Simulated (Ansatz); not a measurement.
Si3Ge

The calculation's input:

```
crystal:
  lattice:
    - [1.9426527489, 1.1215910875, 6.3409676203]
    - [-1.9426527489, 1.1215910875, 6.3409676203]
    - [0.0, -2.243182175, 6.3409676203]
  atoms:
    - { symbol: Si, position: [1.0013363433, 0.0013363433, 0.0013363433] }
    - { symbol: Si, position: [0.4987055952, 0.4987055952, 0.4987055952] }
    - { symbol: Si, position: [0.3750071689, 0.3750071689, 0.3750071689] }
    - { symbol: Ge, position: [0.8749508926, 0.8749508926, 0.8749508926] }
kpoints:
  mp_grid: { grid: [6, 6, 6] }
  band_path:
    path:
      - [0.0, 0.0, 0.0]
      - [-0.5, -0.5, -0.5]
      - [-0.5, -0.1875243836, -0.8124756164]
      - [-0.1875243836, 0.1875243836, -0.5]
      - [0.0, 0.0, -0.5]
      - [0.0, 0.3437621918, -0.3437621918]
      - [-0.3437621918, 0.0, -0.6562378082]
      - [-0.5, 0.0, -0.5]
      - [0.148437, -0.427083, -0.427083]
    npoints: 1
hamiltonian:
  xc: pbe0
scf:
  occupations: { method: fixed }
  n_extra_bands: 5
output:
  forces: true
  stress: true
  eigenvalues: true
  write_density: true
  write_potential: true
  elf: true
  volumetric_format: npy
```

Launched as:

```sh
ansatz run input.yaml --threads 2 --pin off --max-ram 2211MiB --backend cpu --events-out ev --progress --plain --runs-dir out
```

Below, planes, directions and counts refer to the conventional cell (a = 3.89 Å, b = 3.89 Å, c = 19.02 Å, α = 90.00°, β = 90.00°, γ = 120.00°).

Space group R3m; started from the ordered alloy on diamond lattice prototype, which need not be the ambient phase.

All numbers below come from Ansatz, DFT, PBE0, plane waves, PAW.

Core electrons are frozen (PAW), and the valence fields are smoothed inside the atomic spheres.

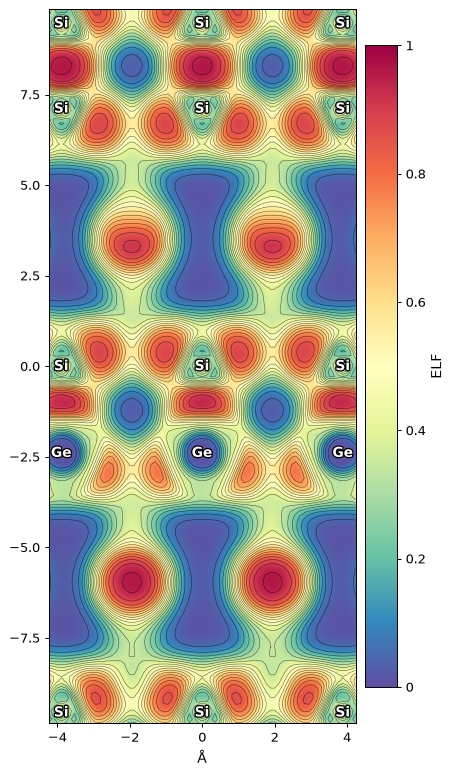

Figure 1. Electron localisation function on the (010) plane of the conventional cell.

Q: What do the fields say about this system?

A: Atoms in the plane: Si and Ge.
Si–Si (2.35 Å): the ELF peaks at about 0.95 between the atoms (a covalent bond).
Si–Ge (2.40 Å): the ELF peaks at about 0.95 between the atoms (localised, covalent bonding).

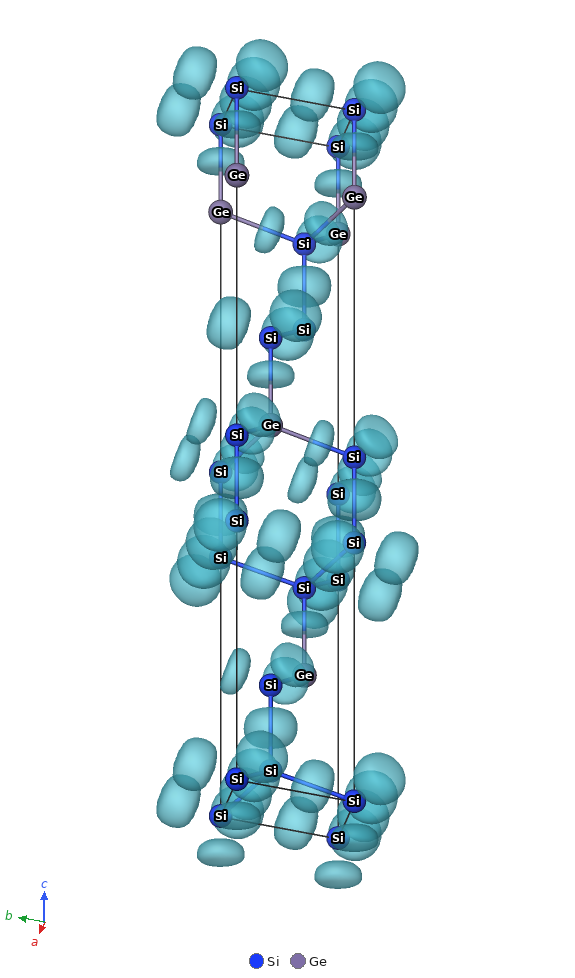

Figure 2. Isosurface of the ELF at 0.8 (cyan), seen at an oblique angle. Core shells and regions of very low density are left out. Sticks mark near contacts.

Q: Describe the localisation domains.

A: At this value the surface marks out twelve regions between bonded Ge–Si atoms (shared pairs) and twelve regions between bonded Si–Si atoms (shared pairs), counted in one cell of 12 atoms. Any copies at cell faces, edges or corners count once. Along the contacts the grid gives the following. Si–Ge (2.39 Å): the ELF peaks at about 0.95 between the atoms; a shared electron pair.

Q: Does the calculation make it a metal, or give it a gap?

A: It is gapped, with a Kohn–Sham gap of 1.7 eV on the k-point mesh (the band edges may lie off the mesh, which would make the gap smaller).
